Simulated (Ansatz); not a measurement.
Cu (slab)

The calculation's input:

```
crystal:
  lattice:
    - [7.4525134183, 1.8075, 0.0]
    - [0.0, 3.615, 0.0]
    - [0.0, 0.0, 27.5898774098]
  atoms:
    - { symbol: Cu, position: [0.0, 0.0, 0.2537162415] }
    - { symbol: Cu, position: [0.7647058824, 0.6176470588, 0.2696055162] }
    - { symbol: Cu, position: [0.5294117647, 0.2352941176, 0.285494791] }
    - { symbol: Cu, position: [0.2941176471, 0.8529411765, 0.3013840657] }
    - { symbol: Cu, position: [0.0588235294, 0.4705882353, 0.3172733405] }
    - { symbol: Cu, position: [0.8235294118, 0.0882352941, 0.3331626152] }
    - { symbol: Cu, position: [0.5882352941, 0.7058823529, 0.34905189] }
    - { symbol: Cu, position: [0.3529411765, 0.3235294118, 0.3649411647] }
    - { symbol: Cu, position: [0.1176470588, 0.9411764706, 0.3808304394] }
    - { symbol: Cu, position: [0.8823529412, 0.5588235294, 0.3967197142] }
    - { symbol: Cu, position: [0.6470588235, 0.1764705882, 0.4126089889] }
    - { symbol: Cu, position: [0.4117647059, 0.7941176471, 0.4284982637] }
    - { symbol: Cu, position: [0.1764705882, 0.4117647059, 0.4443875384] }
    - { symbol: Cu, position: [0.9411764706, 0.0294117647, 0.4602768131] }
    - { symbol: Cu, position: [0.7058823529, 0.6470588235, 0.4761660879] }
    - { symbol: Cu, position: [0.4705882353, 0.2647058824, 0.4920553626] }
    - { symbol: Cu, position: [0.2352941176, 0.8823529412, 0.5079446374] }
    - { symbol: Cu, position: [0.0, 0.5, 0.5238339121] }
    - { symbol: Cu, position: [0.7647058824, 0.1176470588, 0.5397231869] }
    - { symbol: Cu, position: [0.5294117647, 0.7352941176, 0.5556124616] }
    - { symbol: Cu, position: [0.2941176471, 0.3529411765, 0.5715017363] }
    - { symbol: Cu, position: [0.0588235294, 0.9705882353, 0.5873910111] }
    - { symbol: Cu, position: [0.8235294118, 0.5882352941, 0.6032802858] }
    - { symbol: Cu, position: [0.5882352941, 0.2058823529, 0.6191695606] }
    - { symbol: Cu, position: [0.3529411765, 0.8235294118, 0.6350588353] }
    - { symbol: Cu, position: [0.1176470588, 0.4411764706, 0.65094811] }
    - { symbol: Cu, position: [0.8823529412, 0.0588235294, 0.6668373848] }
    - { symbol: Cu, position: [0.6470588235, 0.6764705882, 0.6827266595] }
    - { symbol: Cu, position: [0.4117647059, 0.2941176471, 0.6986159343] }
    - { symbol: Cu, position: [0.1764705882, 0.9117647059, 0.714505209] }
    - { symbol: Cu, position: [0.9411764706, 0.5294117647, 0.7303944838] }
    - { symbol: Cu, position: [0.7058823529, 0.1470588235, 0.7462837585] }
scf:
  occupations: { method: gaussian, width: 0.1 }
output:
  forces: true
  stress: false
  write_density: true
  write_potential: true
  elf: true
  volumetric_format: npy
kpoints:
  mp_grid: { grid: [12, 12, 1] }
hamiltonian:
  xc: pbe
```

Command:

```sh
ansatz run input.yaml --threads 16 --pin off --max-ram 32768MiB --backend cpu --events-out ev --progress --plain --runs-dir out
```

Not relaxed (largest force 0.5 eV/Å); computed without spin polarisation.

These are results of Ansatz 0.2.0, DFT PBE, scalar-relativistic, plane waves, PAW, not measurements.

**What can the converged valence pseudo-density and electron localisation function tell about the bonding?**

Cu–Cu (2.56 Å): the density is about 0.27 e/Å³ at the midpoint; the ELF is about 0.20 at the midpoint: no localised pair shows between them.

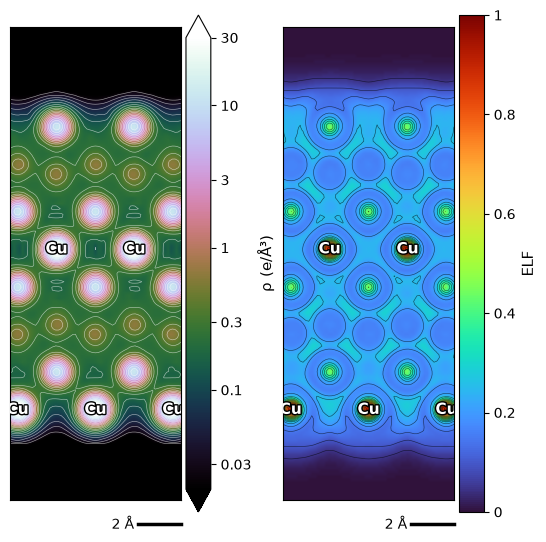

Computed valence pseudo-density and electron localisation function on the (100) plane of the calculation cell, a cut from vacuum to vacuum, in this order. Atoms just off the plane (Cu, 0.4 Å away) can leave unmarked features too.

Core electrons are frozen (PAW), and the valence fields are smoothed inside the atomic spheres.
